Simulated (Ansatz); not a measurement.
MnS

Input file:

```
crystal:
  lattice:
    - [0.0, 2.6045, 2.6045]
    - [2.6045, 0.0, 2.6045]
    - [2.6045, 2.6045, 0.0]
  atoms:
    - { symbol: Mn, position: [0.0, 0.0, 0.0], spin: 4.0 }
    - { symbol: S, position: [0.5, 0.5, 0.5] }
hamiltonian:
  xc: pbe
  pseudopotentials: { kind: paw }
magnetization:
  spin_polarized: true
kpoints:
  mp_grid: { grid: [9, 9, 9] }
scf:
  occupations: { method: gaussian, width: 0.03 }
output:
  forces: true
  stress: true
  eigenvalues: true
  write_density: true
  write_potential: true
  elf: true
  volumetric_format: npy
```

Launched as:

```sh
ansatz run input.yaml --threads 2 --pin off --max-ram 5632MiB --backend cpu --events-out ev --progress --plain --runs-dir out
```

Below, planes, directions and counts refer to the conventional cell (a = 5.21 Å, b = 5.21 Å, c = 5.21 Å, α = 90.00°, β = 90.00°, γ = 90.00°).

Space group Fm-3m; computed pressure about −3 GPa in this cell; spin-polarised.

Method: Kohn-Sham DFT of a periodic cell, PBE, Ansatz PAW in Ansatz.

The density is the valence pseudo-density of a PAW calculation; it isn't the true density close to the nuclei.

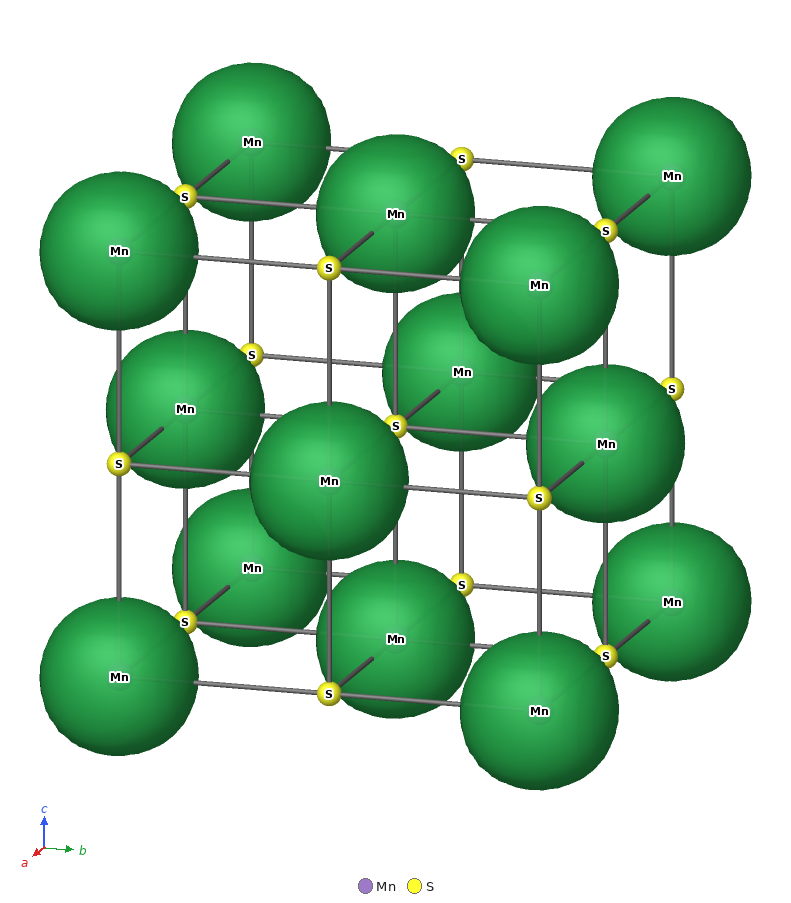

Figure 1. Isosurfaces of the magnetisation density (up minus down) at +0.2 (green) and −0.2 e/Å³ (red), seen slightly off an axis. Sticks mark near contacts.

> Where is the spin, and how is it ordered?

The spin density sits on Mn: +4.2 μB (×4) in one cell of 8 atoms, with smaller moments on S (up to +0.15 μB): parallel moments, as they must be, since the calculation's own cell holds one magnetic site. The cell of the calculation (2 atoms) carries 4.7 μB of net spin moment. Only one sign reaches the isovalue.

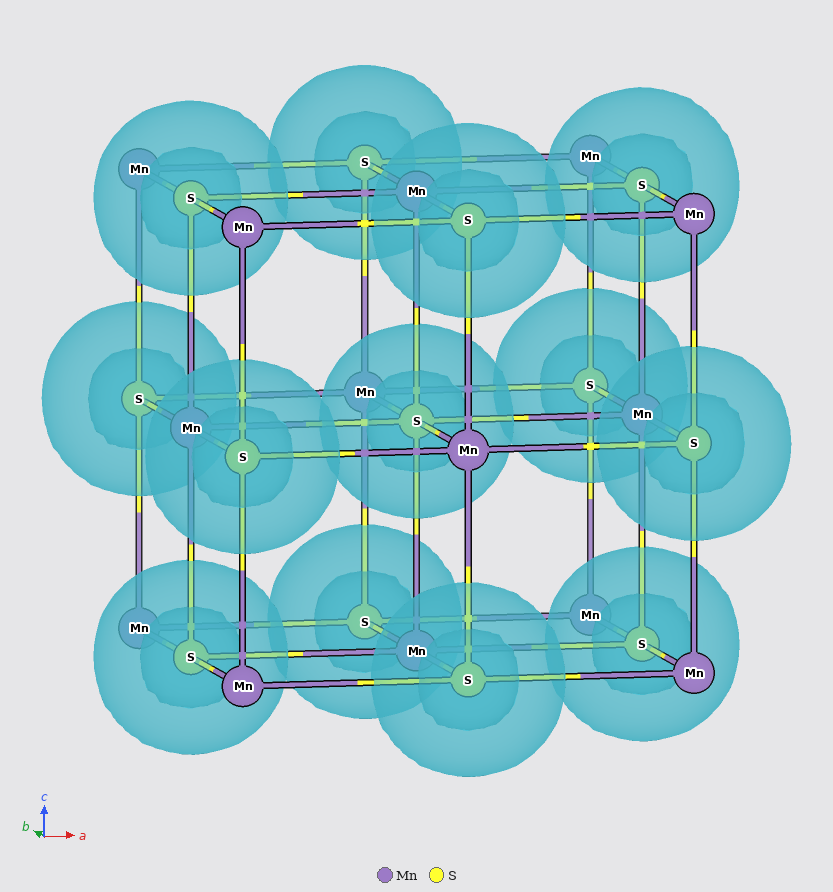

Figure 2. Isosurface of the electron localisation function at 0.75 (cyan), seen slightly off an axis. Core shells and regions of very low density are left out. Sticks mark near contacts.

> Where are the electrons localised?

At this value the surface marks out four regions wrapped around S (the valence shell of each), counted in one cell of 8 atoms. Regions shared between cells count once.


Mn–S (2.60 Å): the ELF peaks at about 0.85 in the valence shell of S, 0.8 Å from its nucleus, and is about 0.40 at the midpoint.

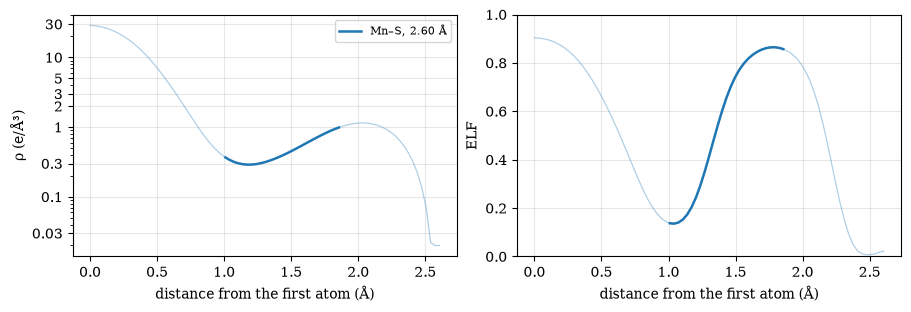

Figure 3. Valence electron density and electron localisation function along straight lines between neighbouring atoms. Thin, pale parts lie inside the atomic spheres.

> What can be read from the curves?

Mn–S (2.60 Å): ρ at the midpoint is about 0.31 e/Å³; the ELF peaks at about 0.85 in the valence shell of S, 0.8 Å from its nucleus, and is about 0.40 at the midpoint.
